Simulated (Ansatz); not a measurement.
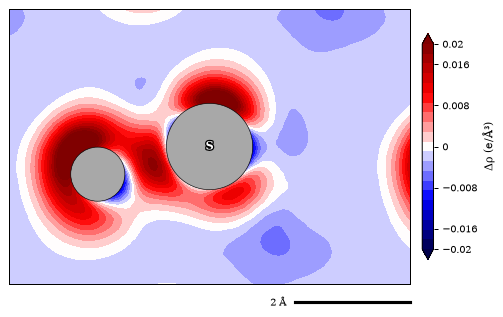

S. Difference of the valence pseudo-densities of two functionals at the same geometry, on the (11̄0) plane of the calculation cell: r2SCAN less LDA.

Both computed with Ansatz (plane waves, PAW), on the same k-point mesh. Grey discs cover the atomic cores.

```yaml
crystal:
  lattice:
    - [5.28454, 3.05103, 1.39355]
    - [-5.28454, 3.05103, 1.39355]
    - [0.00000, -6.10206, 1.39355]
  atoms:
    - { symbol: S, position: [0.26014, 0.14990, 0.91269] }
    - { symbol: S, position: [0.91269, 0.26014, 0.14990] }
    - { symbol: S, position: [0.14990, 0.91269, 0.26014] }
    - { symbol: S, position: [0.73986, 0.85010, 0.08731] }
    - { symbol: S, position: [0.08731, 0.73986, 0.85010] }
    - { symbol: S, position: [0.85010, 0.08731, 0.73986] }
```

### What does the difference map show?

Against LDA, r2SCAN gives more density around S (+0.011 e/Å³ on average at 0.9 Å from the nucleus).
